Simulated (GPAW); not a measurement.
The cell below is SiC (P6_3mc). Origin of the cell: an entry of the Crystallography Open Database, as set up for an electronic-structure calculation.

```cif
data_structure
_symmetry_space_group_name_H-M 'P6_3mc'
_symmetry_Int_Tables_number 186
_cell_length_a 3.0950
_cell_length_b 3.0950
_cell_length_c 15.1700
_cell_angle_alpha 90.000
_cell_angle_beta 90.000
_cell_angle_gamma 120.000
_cell_volume 125.85
loop_
_atom_site_label
_atom_site_type_symbol
_atom_site_symmetry_multiplicity
_atom_site_Wyckoff_symbol
_atom_site_fract_x
_atom_site_fract_y
_atom_site_fract_z
_atom_site_occupancy
Si1 Si 2 b 0.66667 0.33333 0.45830 1
Si2 Si 2 b 0.66667 0.33333 0.79170 1
Si3 Si 2 a 0.00000 0.00000 0.62500 1
C1 C 2 b 0.66667 0.33333 0.33330 1
C2 C 2 b 0.66667 0.33333 0.66670 1
C3 C 2 a 0.00000 0.00000 0.50000 1
```

Hard-sphere model; covalent radii (Cordero): Si 1.11 Å, C 0.76 Å.

> Find the largest hole by geometry, and further ones that a grid search gives (radius above 0.15 Å; smaller ones may be missed, and maxima closer than 0.25 Å are merged).

```json
{"hole": "V1", "site": "2b", "x, y, z": "0.667, 0.333, 0.042", "radius (Å)": "1.08", "nearest atoms": "6 Si + 3 C", "shape": "9-coordinate"}
{"hole": "V2", "site": "2b", "x, y, z": "0.333, 0.667, 0.708", "radius (Å)": "1.08", "nearest atoms": "6 Si + 4 C", "shape": "10-coordinate"}
{"hole": "V3", "site": "2a", "x, y, z": "0.000, 0.000, 0.375", "radius (Å)": "1.08", "nearest atoms": "6 Si + 4 C", "shape": "10-coordinate"}
{"hole": "V4", "site": "2a", "x, y, z": "0.000, 0.000, 0.750", "radius (Å)": "0.79", "nearest atoms": "4 Si", "shape": "tetrahedral"}
{"hole": "V5", "site": "2b", "x, y, z": "0.667, 0.333, 0.917", "radius (Å)": "0.79", "nearest atoms": "4 Si", "shape": "tetrahedral"}
```

Nearest atoms are those whose sphere lies within 0.15 Å of the hole's sphere; in brackets, those within 0.5 Å. The largest sphere that fits anywhere has a diameter of 2.16 Å; the largest that can travel through the crystal, about 1.4 Å.

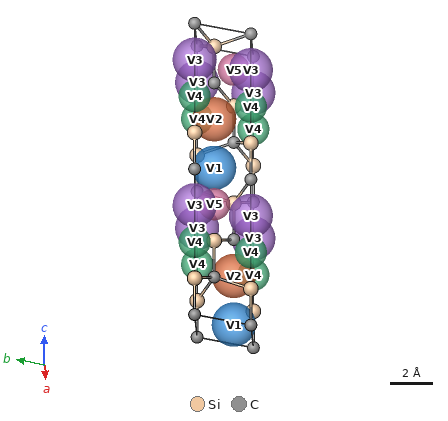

Translucent spheres (V1, V2, V3, V4, V5) fill the 5 holes listed first by a grid search for holes with a radius above 0.15 Å (the largest is sure; smaller ones may be missed, and maxima closer than 0.25 Å are merged) at their true size; atoms are drawn smaller than their model radii. View from a free direction.
